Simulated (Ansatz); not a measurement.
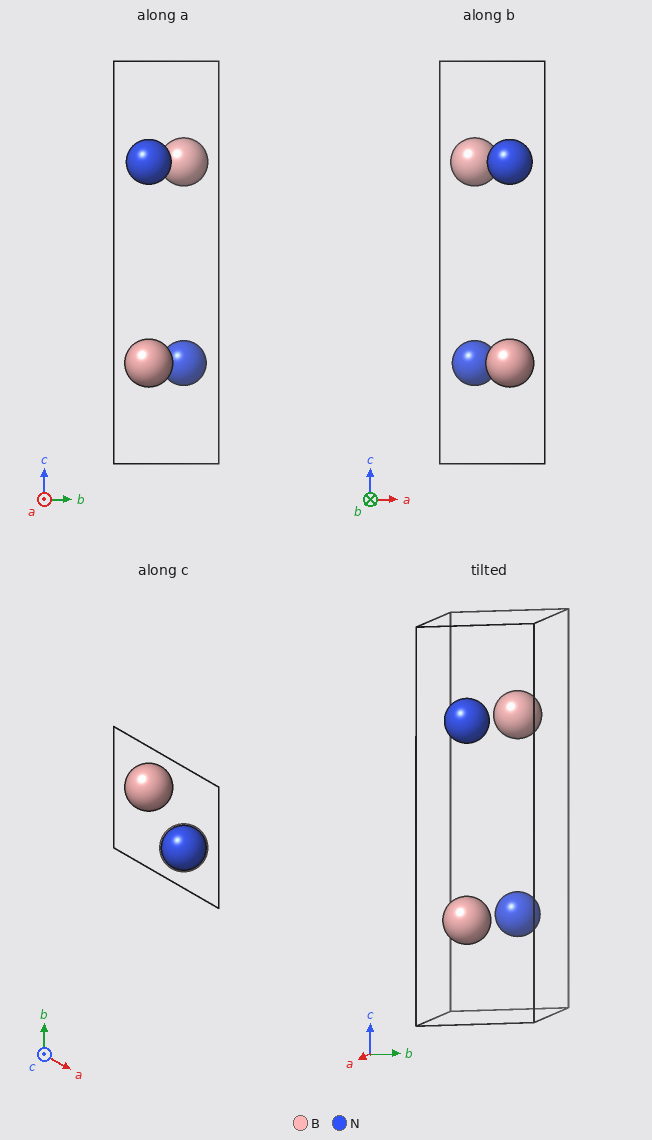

A spheres-only rendering, viewed along the a axis, along the b axis, along the c axis and slightly off an axis. The box is the conventional unit cell; atoms on or close to its faces, edges and corners are drawn wherever they repeat.

Lattice parameters: a = 2.5122 Å, b = 2.5122 Å, c = 8.3341 Å, α = 90.000°, β = 90.000°, γ = 120.000°.

> From the views, write a CIF with its space group and independent sites.

```cif
data_structure
_symmetry_space_group_name_H-M 'P 63/m m c'
_symmetry_Int_Tables_number 194
_cell_length_a 2.5122
_cell_length_b 2.5122
_cell_length_c 8.3341
_cell_angle_alpha 90.000
_cell_angle_beta 90.000
_cell_angle_gamma 120.000
_cell_volume 45.55
loop_
_atom_site_label
_atom_site_type_symbol
_atom_site_symmetry_multiplicity
_atom_site_Wyckoff_symbol
_atom_site_fract_x
_atom_site_fract_y
_atom_site_fract_z
_atom_site_occupancy
B1 B 2 d 0.6667 0.3333 0.2500 1
N1 N 2 c 0.3333 0.6667 0.2500 1
```

The initial geometry was a structure type filled with these elements by a generator (whether the compound takes this form wasn't checked). Earlier steps of the study, as a rule a relaxation of our own, may have changed the cell and positions, so they can lie some per cent off the listed ones. It was run through Ansatz as a DFT input.
